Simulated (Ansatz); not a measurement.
System: Bi$_{2}$S$_{3}$.

The calculation's input:

```
crystal:
  lattice:
    - [11.345, 0.0, 0.0]
    - [0.0, 3.994, 0.0]
    - [0.0, 0.0, 11.193]
  atoms:
    - { symbol: Bi, position: [0.4835, 0.25, 0.3257] }
    - { symbol: Bi, position: [0.0165, 0.75, 0.8257] }
    - { symbol: Bi, position: [0.9835, 0.25, 0.1743] }
    - { symbol: Bi, position: [0.5165, 0.75, 0.6743] }
    - { symbol: Bi, position: [0.3407, 0.75, 0.0339] }
    - { symbol: Bi, position: [0.1593, 0.25, 0.5339] }
    - { symbol: Bi, position: [0.8407, 0.75, 0.4661] }
    - { symbol: Bi, position: [0.6593, 0.25, 0.9661] }
    - { symbol: S, position: [0.2835, 0.25, 0.1943] }
    - { symbol: S, position: [0.2165, 0.75, 0.6943] }
    - { symbol: S, position: [0.7835, 0.25, 0.3057] }
    - { symbol: S, position: [0.7165, 0.75, 0.8057] }
    - { symbol: S, position: [0.5495, 0.75, 0.1286] }
    - { symbol: S, position: [0.9505, 0.25, 0.6286] }
    - { symbol: S, position: [0.0495, 0.75, 0.3714] }
    - { symbol: S, position: [0.4505, 0.25, 0.8714] }
    - { symbol: S, position: [0.3767, 0.75, 0.4414] }
    - { symbol: S, position: [0.1233, 0.25, 0.9414] }
    - { symbol: S, position: [0.8767, 0.75, 0.0586] }
    - { symbol: S, position: [0.6233, 0.25, 0.5586] }
basis:
  ecutwfc: 420
kpoints:
  mp_grid: { grid: [4, 8, 4] }
hamiltonian:
  xc: pbe
scf:
  occupations: { method: gaussian, width: 0.02 }
output:
  forces: true
  stress: true
  eigenvalues: true
  write_density: true
  write_potential: true
  elf: true
  volumetric_format: npy
relax:
  adjacent_minimum: "off"
  f_tol: 0.005
  max_steps: 80
  cell: { stress_tol: 0.05 }
```

Command:

```sh
ansatz run input.yaml --threads 8 --pin off --max-ram 22528MiB --backend cpu --events-out ev --progress --plain --runs-dir out
```

Below, planes, directions and counts refer to the conventional cell (a = 11.84 Å, b = 4.02 Å, c = 11.19 Å, α = 90.00°, β = 90.00°, γ = 90.00°).

The fields are those of the run's last geometry, not of the input's.

Space group Pnma.

Level of theory: DFT PBE, scalar-relativistic, plane waves, PAW (Ansatz).

### What will maps of the valence pseudo-density and electron localisation function show?

Bi–S (2.62 Å): the density is about 0.46 e/Å³ at the midpoint; the ELF peaks at about 0.85 in the valence shell of S, 0.9 Å from its nucleus, and is about 0.50 at the midpoint.
Bi–S (2.71 Å): the density is about 0.39 e/Å³ at the midpoint; the ELF peaks at about 0.85 in the valence shell of S, 0.8 Å from its nucleus, and drops to about 0.30 between the two atoms.

### Metal or insulator at this level of theory?

It is gapped, with a Kohn–Sham gap of 1.4 eV on the k-point mesh, an upper bound to the gap of this method.

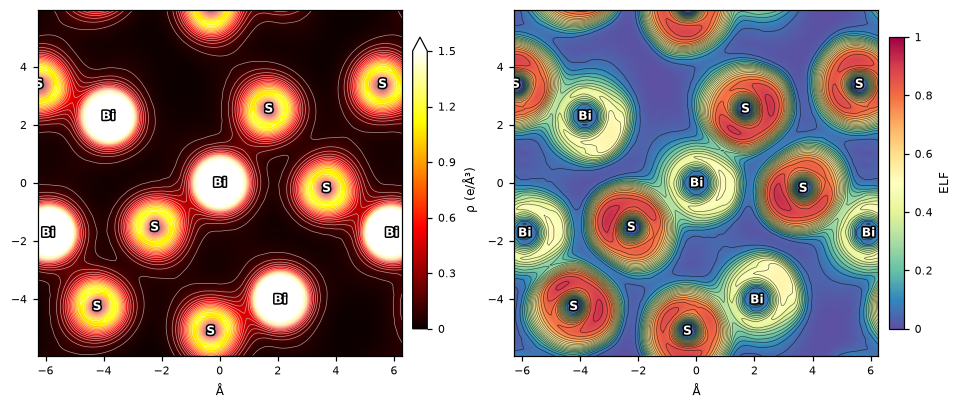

Computed valence pseudo-density and electron localisation function on the (010) plane of the conventional cell, in this order. 

In a PAW calculation such maps are meaningful between the atoms, not at the nuclei.
